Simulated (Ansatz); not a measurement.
This input was run:

```
crystal:
  lattice:
    - [4.5969450441, 0.0, 0.0]
    - [0.0, 4.5969450441, 0.0]
    - [0.0, 0.0, 2.9535430427]
  atoms:
    - { symbol: Ti, position: [0.0, 0.0, 0.0] }
    - { symbol: Ti, position: [0.5, 0.5, 0.5] }
    - { symbol: O, position: [0.3046314522, 0.3046314522, 0.0] }
    - { symbol: O, position: [0.1953685478, 0.8046314522, 0.5] }
    - { symbol: O, position: [0.6953685478, 0.6953685478, 0.0] }
    - { symbol: O, position: [0.8046314522, 0.1953685478, 0.5] }
basis:
  ecutwfc: 500
kpoints:
  mp_grid: { grid: [6, 6, 10] }
  band_path:
    path:
      - [[0.0, 0.0, 0.0], [0.0, 0.5, 0.0], [0.5, 0.5, 0.0], [0.0, 0.0, 0.0], [0.0, 0.0, 0.5], [0.0, 0.5, 0.5], [0.5, 0.5, 0.5], [0.0, 0.0, 0.5]]
      - [[0.0, 0.5, 0.0], [0.0, 0.5, 0.5]]
      - [[0.5, 0.5, 0.0], [0.5, 0.5, 0.5]]
    npoints: 14
hamiltonian:
  xc: r2scan
scf:
  occupations: { method: gaussian, width: 0.02 }
  n_extra_bands: 15
output:
  forces: true
  stress: true
  eigenvalues: true
  populations: true
  dos: { projected: true, de: 0.02, nscf_kmesh: { grid: [9, 9, 15] } }
  bader: true
  write_density: true
  write_potential: true
  elf: true
  volumetric_format: npy
```

Run as:
```bash
ansatz run input.yaml --threads 2 --pin off --max-ram 5120MiB --backend cpu --events-out ev --progress --plain --runs-dir out
```

What does the calculation give for the electronic structure? The path is Γ–X–M–Γ–Z–R–A–Z|X–R|M–A.

A semiconductor. The gap along this path is 2.22 eV and direct: both edges lie at Γ. The top valence level at Γ is a single band, not degenerate (spin aside). The top valence band spans 1.7 eV and the lowest conduction band 1.1 eV. The direct gaps are 2.22 eV at Γ, 3.67 eV at X and 4.78 eV at Z.

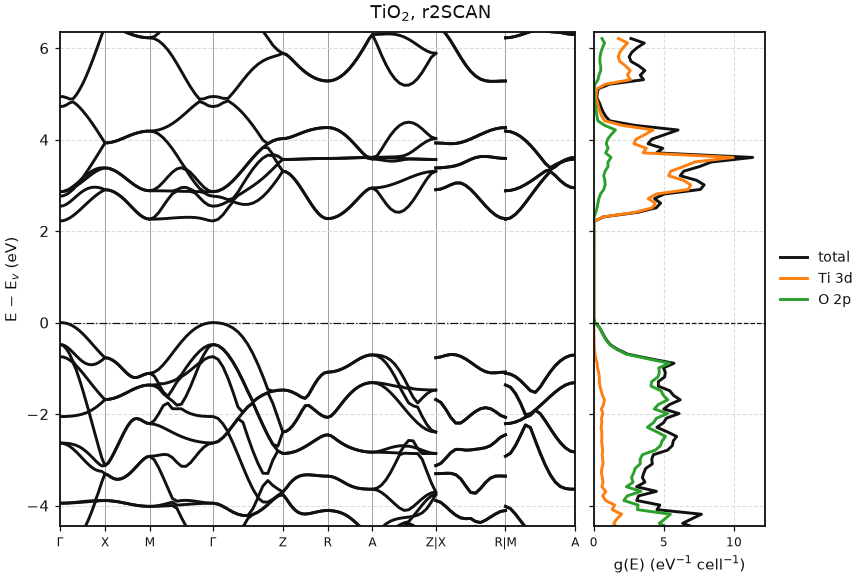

Band structure and density of states. Energies are counted from the top of the valence band. The partial curves are projected on Löwdin-orthogonalised atomic shells.
